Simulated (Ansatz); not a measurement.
**InP: one change and its effect**

System: InP (F-43m, 32 atoms in the cell).
Method of the first run: DFT PBE, scalar-relativistic, plane waves, PAW, no spin polarisation (Ansatz 0.2.0).

The structure derives from a Materials Project entry. Text and figures count atoms from 1; the logs count them from 0 in places.

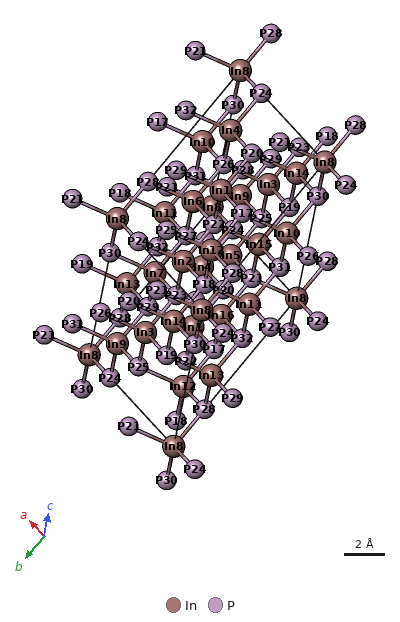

**Figure 1.** The structure (ball-and-stick view of the cell of the calculation, seen at an oblique angle; bonded neighbours outside the cell are drawn too; atoms are numbered from 1 in the order of the input). Near neighbours in the crystal (not all of them lie inside the picture): In has 4 P at 2.58 Å; P has 4 In at 2.58 Å.

**Input file, the first run**
```yaml
crystal:
  lattice:
    - [-5.9597880289, 5.9597880289, 5.9597880289]
    - [5.9597880289, -5.9597880289, 5.9597880289]
    - [5.9597880289, 5.9597880289, -5.9597880289]
  atoms:
    - { symbol: In, position: [0.5, 0.5, 0.0] }
    - { symbol: In, position: [0.5, 0.75, 0.75] }
    - { symbol: In, position: [0.5, 0.0, 0.5] }
    - { symbol: In, position: [0.75, 0.25, 0.0] }
    - { symbol: In, position: [0.5, 0.25, 0.25] }
    - { symbol: In, position: [0.75, 0.5, 0.75] }
    - { symbol: In, position: [0.75, 0.75, 0.5] }
    - { symbol: In, position: [0.0, 0.0, 0.0] }
    - { symbol: In, position: [0.75, 0.0, 0.25] }
    - { symbol: In, position: [0.0, 0.25, 0.75] }
    - { symbol: In, position: [0.0, 0.5, 0.5] }
    - { symbol: In, position: [0.25, 0.75, 0.0] }
    - { symbol: In, position: [0.0, 0.75, 0.25] }
    - { symbol: In, position: [0.25, 0.0, 0.75] }
    - { symbol: In, position: [0.25, 0.25, 0.5] }
    - { symbol: In, position: [0.25, 0.5, 0.25] }
    - { symbol: P, position: [0.25, 0.5, 0.0] }
    - { symbol: P, position: [0.25, 0.75, 0.75] }
    - { symbol: P, position: [0.25, 0.0, 0.5] }
    - { symbol: P, position: [0.5, 0.25, 0.0] }
    - { symbol: P, position: [0.25, 0.25, 0.25] }
    - { symbol: P, position: [0.5, 0.5, 0.75] }
    - { symbol: P, position: [0.5, 0.75, 0.5] }
    - { symbol: P, position: [0.75, 0.0, 0.0] }
    - { symbol: P, position: [0.5, 0.0, 0.25] }
    - { symbol: P, position: [0.75, 0.25, 0.75] }
    - { symbol: P, position: [0.75, 0.5, 0.5] }
    - { symbol: P, position: [0.0, 0.75, 0.0] }
    - { symbol: P, position: [0.75, 0.75, 0.25] }
    - { symbol: P, position: [0.0, 0.0, 0.75] }
    - { symbol: P, position: [0.0, 0.25, 0.5] }
    - { symbol: P, position: [0.0, 0.5, 0.25] }
basis:
  ecutwfc: 420
  xc_grid: 2
kpoints:
  mp_grid: { grid: [4, 4, 4], shift: [0.5, 0.5, 0.5] }
hamiltonian:
  xc: pbe
scf:
  occupations: { method: gaussian, width: 0.02 }
output:
  forces: true
  stress: true
  eigenvalues: true
```

Launched with:
```bash
ansatz run input.yaml --threads 4 --pin off --max-ram 8192MiB --backend cpu --events-out ev --progress --plain --runs-dir out
```

Hardware: 4 threads of Arm Neoverse V1, 24 GiB of memory available, shared host.

**Output, shortened to warnings, some set-up lines, iterations and results (the first run)**
```
Basis set: ecut = 420 eV, 16487 PW (Γ), exchange–correlation on 144×144×144 points (8 copies of the dense FFT grid, shifted against one another)
Symmetry: 384 space group operations
k-points: 6 of 64 (time reversal used)
Initial density: superposition of atomic densities (neutral atoms: chi_scale 0, normalization atom), corrected by the library's trained network
[...]
SCF iter   1: F=—  HF=-101664.162617 eV  |F-HF|=—  |Δ(HF+E_count)|=         —  Δρ=1.84e-3  dr2=6.49e-2  ethr=1.77e-3  ⟨swp⟩=8.0  Hψ=4718  notcnv=0  defer=37
SCF iter   2: F=—  HF=-101664.144393 eV  |F-HF|=—  |Δ(HF+E_count)|=   1.82e-2  Δρ=8.64e-4  dr2=1.32e-2  ethr=2.25e-5  ⟨swp⟩=2.8  Hψ=1985  notcnv=0  defer=165
SCF iter   3: F=—  HF=-101664.144742 eV  |F-HF|=—  |Δ(HF+E_count)|=   3.50e-4  Δρ=2.57e-4  dr2=9.60e-4  ethr=4.58e-6  ⟨swp⟩=2.0  Hψ=1277  notcnv=0  defer=105
SCF iter   4: F=—  HF=-101664.145740 eV  |F-HF|=—  |Δ(HF+E_count)|=   9.98e-4  Δρ=8.70e-5  dr2=1.30e-4  ethr=3.33e-7  ⟨swp⟩=2.0  Hψ=1273  notcnv=0  defer=105
SCF iter   5: F=—  HF=-101664.145846 eV  |F-HF|=—  |Δ(HF+E_count)|=   1.06e-4  Δρ=1.95e-5  dr2=2.66e-6  ethr=4.51e-8  ⟨swp⟩=2.2  Hψ=1671  notcnv=0  defer=105
SCF iter   6: F=—  HF=-101664.145590 eV  |F-HF|=—  |Δ(HF+E_count)|=   2.57e-4  Δρ=3.36e-6  dr2=8.82e-8  ethr=3.47e-11  ⟨swp⟩=11.5  Hψ=5263  notcnv=0
SCF iter   7: F=-101664.145590 eV  HF=-101664.145590 eV  |F-HF|=9.11e-9  |Δ(HF+E_count)|=   2.53e-7  Δρ=6.48e-7  dr2=6.60e-9  ethr=3.06e-11  ⟨swp⟩=2.2  Hψ=3161  notcnv=0
SCF 1 converged in 7 iterations: F = -101664.145590 eV  dr2 = 6.60e-9
SCF converged after 7 iterations
Free energy (F): -101664.145590 eV
Harris-Foulkes:  -101664.145590 eV  (|F-HF|=9.11e-9)
Internal energy: -101664.145590 eV  (E = F + TS)
E sigma→0 (E₀):  -101664.145590 eV
Fermi energy:    6.878910 eV
--- Per-component energies (eV) ---
  E_band       = -979.491380
  E_kinetic    = 4994.954009
  E_local      = -22854.064569  (includes V_loc(G=0)·N_el)
  E_nonlocal   = 6420.615728
  E_hartree    = 8999.890550
  E_xc         = -4416.001258
  E_vxc        = -2544.989512  (∫ρ·V_xc dr)
  E_paw        = -75601.954644  (= ΣΔE_a)
  E_vpaw       = -4995.784108  (= ΣTr[D̂ρ^β])
  E_aug_tail   = 0.000452  (compensation charges beyond the density's cutoff)
  E_ewald      = -19207.585858
  E_smearing   = -0.000000  (= −TS)
  E_closure    = -0.000000  (closes the sum)
  Σ components = -101664.145590   (vs F -101664.145590, Δ=0.00e0)
--- Forces (eV/Å), atoms counted from 1 ---
  atom   1  In    -0.00000000     0.00000000    -0.00000000
  atom   2  In    -0.00000000    -0.00000000    -0.00000000
  atom   3  In    -0.00000000    -0.00000000    -0.00000000
  atom   4  In    -0.00000000     0.00000000    -0.00000000
  atom   5  In    -0.00000000     0.00000000    -0.00000000
  atom   6  In    -0.00000000     0.00000000    -0.00000000
  atom   7  In    -0.00000000    -0.00000000    -0.00000000
  atom   8  In    -0.00000000     0.00000000     0.00000000
  atom   9  In    -0.00000000     0.00000000    -0.00000000
  atom  10  In    -0.00000000    -0.00000000     0.00000000
  atom  11  In    -0.00000000     0.00000000    -0.00000000
  atom  12  In    -0.00000000     0.00000000     0.00000000
  atom  13  In    -0.00000000     0.00000000     0.00000000
  atom  14  In    -0.00000000     0.00000000     0.00000000
  atom  15  In    -0.00000000     0.00000000     0.00000000
  atom  16  In    -0.00000000     0.00000000     0.00000000
  atom  17  P      0.00000000    -0.00000000     0.00000000
  atom  18  P      0.00000000     0.00000000     0.00000000
  atom  19  P      0.00000000     0.00000000     0.00000000
  atom  20  P      0.00000000    -0.00000000    -0.00000000
  atom  21  P      0.00000000     0.00000000     0.00000000
  atom  22  P      0.00000000    -0.00000000    -0.00000000
  atom  23  P      0.00000000    -0.00000000    -0.00000000
  atom  24  P      0.00000000     0.00000000    -0.00000000
  atom  25  P      0.00000000    -0.00000000    -0.00000000
  atom  26  P      0.00000000     0.00000000    -0.00000000
  atom  27  P      0.00000000     0.00000000    -0.00000000
  atom  28  P      0.00000000    -0.00000000     0.00000000
  atom  29  P      0.00000000     0.00000000    -0.00000000
  atom  30  P      0.00000000    -0.00000000     0.00000000
[...]
```

The input of the second run differs as follows (lines with − go, lines with + come):
```diff
-  mp_grid: { grid: [4, 4, 4], shift: [0.5, 0.5, 0.5] }
+  mp_grid: { grid: [2, 2, 2], shift: [0.5, 0.5, 0.5] }
```

How does the second run compare with the first run?

The free energy of the second run is 0.01 meV per atom lower, which measures how much it depends on this numerical setting. The gap on the mesh goes from 1.28 to 2.12 eV. The number of SCF iterations is the same. The irreducible k-points go from 6 to 2. On the same kind of shared host the second run took about 0.33 times as long.

**Output, shortened to warnings, some set-up lines, iterations and results (the second run)**
```
Basis set: ecut = 420 eV, 16487 PW (Γ), exchange–correlation on 144×144×144 points (8 copies of the dense FFT grid, shifted against one another)
Symmetry: 384 space group operations
k-points: 2 of 8 (time reversal used)
Initial density: superposition of atomic densities (neutral atoms: chi_scale 0, normalization atom), corrected by the library's trained network
[...]
SCF iter   1: F=—  HF=-101664.173687 eV  |F-HF|=—  |Δ(HF+E_count)|=         —  Δρ=1.78e-3  dr2=6.14e-2  ethr=1.77e-3  ⟨swp⟩=8.0  Hψ=1567  notcnv=0  defer=24
SCF iter   2: F=—  HF=-101664.144963 eV  |F-HF|=—  |Δ(HF+E_count)|=   2.87e-2  Δρ=8.37e-4  dr2=1.24e-2  ethr=2.13e-5  ⟨swp⟩=2.5  Hψ=711  notcnv=0  defer=54
SCF iter   3: F=—  HF=-101664.145181 eV  |F-HF|=—  |Δ(HF+E_count)|=   2.17e-4  Δρ=2.52e-4  dr2=9.05e-4  ethr=4.29e-6  ⟨swp⟩=2.0  Hψ=427  notcnv=0  defer=34
SCF iter   4: F=—  HF=-101664.146131 eV  |F-HF|=—  |Δ(HF+E_count)|=   9.51e-4  Δρ=8.52e-5  dr2=1.24e-4  ethr=3.14e-7  ⟨swp⟩=2.0  Hψ=426  notcnv=0  defer=34
SCF iter   5: F=—  HF=-101664.146221 eV  |F-HF|=—  |Δ(HF+E_count)|=   8.90e-5  Δρ=1.88e-5  dr2=2.51e-6  ethr=4.29e-8  ⟨swp⟩=2.5  Hψ=542  notcnv=0  defer=34
SCF iter   6: F=—  HF=-101664.145975 eV  |F-HF|=—  |Δ(HF+E_count)|=   2.45e-4  Δρ=3.37e-6  dr2=9.55e-8  ethr=3.47e-11  ⟨swp⟩=12.0  Hψ=1811  notcnv=0
SCF iter   7: F=-101664.145976 eV  HF=-101664.145976 eV  |F-HF|=7.14e-9  |Δ(HF+E_count)|=   2.63e-7  Δρ=6.13e-7  dr2=6.20e-9  ethr=3.32e-11  ⟨swp⟩=2.5  Hψ=1093  notcnv=0
SCF 1 converged in 7 iterations: F = -101664.145976 eV  dr2 = 6.20e-9
SCF converged after 7 iterations
Free energy (F): -101664.145976 eV
Harris-Foulkes:  -101664.145976 eV  (|F-HF|=7.14e-9)
Internal energy: -101664.145976 eV  (E = F + TS)
E sigma→0 (E₀):  -101664.145976 eV
Fermi energy:    6.966990 eV
--- Per-component energies (eV) ---
  E_band       = -979.267145
  E_kinetic    = 4995.139309
  E_local      = -22854.485802  (includes V_loc(G=0)·N_el)
  E_nonlocal   = 6420.702429
  E_hartree    = 9000.193449
  E_xc         = -4416.021338
  E_vxc        = -2545.022146  (∫ρ·V_xc dr)
  E_paw        = -75602.088616  (= ΣΔE_a)
  E_vpaw       = -4995.983875  (= ΣTr[D̂ρ^β])
  E_aug_tail   = 0.000452  (compensation charges beyond the density's cutoff)
  E_ewald      = -19207.585858
  E_smearing   = -0.000000  (= −TS)
  E_closure    = 0.000000  (closes the sum)
  Σ components = -101664.145976   (vs F -101664.145976, Δ=0.00e0)
--- Forces (eV/Å), atoms counted from 1 ---
  atom   1  In     0.00000000    -0.00000000     0.00000000
  atom   2  In    -0.00000000    -0.00000000     0.00000000
  atom   3  In    -0.00000000    -0.00000000     0.00000000
  atom   4  In    -0.00000000    -0.00000000     0.00000000
  atom   5  In    -0.00000000    -0.00000000     0.00000000
  atom   6  In    -0.00000000    -0.00000000    -0.00000000
  atom   7  In    -0.00000000    -0.00000000     0.00000000
  atom   8  In    -0.00000000    -0.00000000     0.00000000
  atom   9  In    -0.00000000    -0.00000000     0.00000000
  atom  10  In    -0.00000000     0.00000000     0.00000000
  atom  11  In    -0.00000000     0.00000000     0.00000000
  atom  12  In    -0.00000000     0.00000000     0.00000000
  atom  13  In    -0.00000000     0.00000000    -0.00000000
  atom  14  In    -0.00000000     0.00000000     0.00000000
  atom  15  In    -0.00000000     0.00000000     0.00000000
  atom  16  In    -0.00000000    -0.00000000    -0.00000000
  atom  17  P     -0.00000000    -0.00000000     0.00000000
  atom  18  P     -0.00000000    -0.00000000     0.00000000
  atom  19  P     -0.00000000    -0.00000000     0.00000000
  atom  20  P     -0.00000000     0.00000000    -0.00000000
  atom  21  P     -0.00000000    -0.00000000     0.00000000
  atom  22  P     -0.00000000    -0.00000000    -0.00000000
  atom  23  P     -0.00000000    -0.00000000    -0.00000000
  atom  24  P     -0.00000000     0.00000000    -0.00000000
  atom  25  P     -0.00000000    -0.00000000    -0.00000000
  atom  26  P     -0.00000000     0.00000000     0.00000000
  atom  27  P     -0.00000000     0.00000000     0.00000000
  atom  28  P     -0.00000000    -0.00000000     0.00000000
  atom  29  P     -0.00000000     0.00000000     0.00000000
  atom  30  P      0.00000000    -0.00000000    -0.00000000
[...]
```

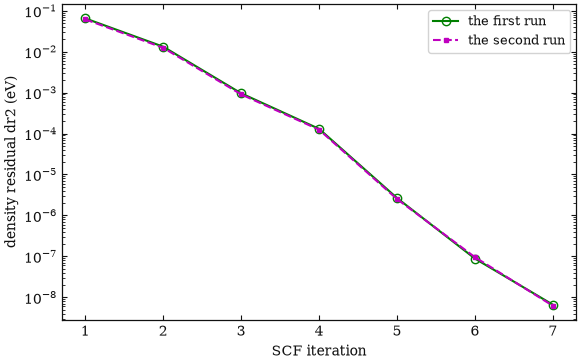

**Figure 2.** Convergence of the two runs: density residual dr2 against the SCF iteration. The first run takes 7 iterations in all, and the second run takes 7.

**The two runs side by side**

| quantity | the first run | the second run |
| --- | --- | --- |
| outcome | converged | converged |
| free energy per atom (eV) | −3177.0045 | −3177.0046 |
| gap on the mesh (eV) | 1.28 | 2.12 |
| pressure (GPa) | 0.00 | 0.01 |
| largest force (eV/Å) | 0.000 | 0.000 |
| SCF iterations | 7 | 7 |
| irreducible k-points | 6 | 2 |
| plane waves at Γ | 16487 | 16487 |
| wall time (shared host) | 38 s | 12 s |
